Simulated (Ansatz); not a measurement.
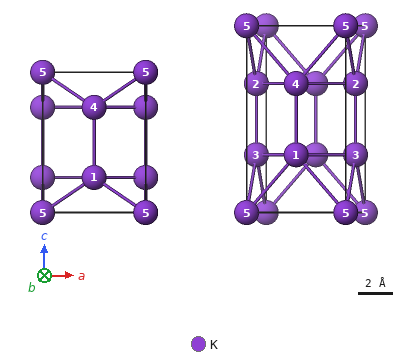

Two geometries of a crystal of K (set up in Cmmm), drawn at one scale. One is the start of a relaxation, the other its converged end. A ball-and-stick model of the cell of the calculation, seen along the b axis.

Level of theory: DFT PBEsol, scalar-relativistic, plane waves, PAW in Ansatz. (plane-wave cutoff 420 eV; k-point mesh 6 × 6 × 4; occupations gaussian; smearing width 0.1 eV; no spin polarisation; cell and atoms relaxed; force threshold 0.005 eV/Å; at most 80 steps)

Q: Which of the two is the end point?

A: The right one is the relaxed one. Over 16 accepted moves (18 points after the start) the energy falls by 150 meV per atom. The largest force component goes from 0.22 to 0.00045 eV/Å. Pressure: 1.20 GPa at the start and 0.00 GPa at the end. At 2 points the geometry stayed and the basis and grid were re-selected for the new cell (energy shift of 7.2 meV per atom at most each time). The largest moves relative to the cell, 0.66 Å, are those of K1, K2, K3 and K4. K1 goes along +c. Cell: a = b 6.649 → 6.027 Å (−9.4 %), c 8.367 → 11.145 Å (+33.2 %), γ 112.4° → 89.9°. Volume +18.4 %. Near-neighbour distances that change, for instance: K1–K4 4.184 → 6.893 Å, K1–K3 5.524 → 4.259 Å, K1–K5 3.928 → 4.578 Å, K1–K3 (another image) 3.701 → 4.265 Å. Bond angles that change, for instance: K5–K1–K5 115.6° → 82.3°, K4–K1–K5 122.2° → 138.8°. The space group stays Cmmm (No. 65). The run took 7.2 min on 1 thread of Arm Neoverse V1, on a shared host, peak memory 0.68 GiB.
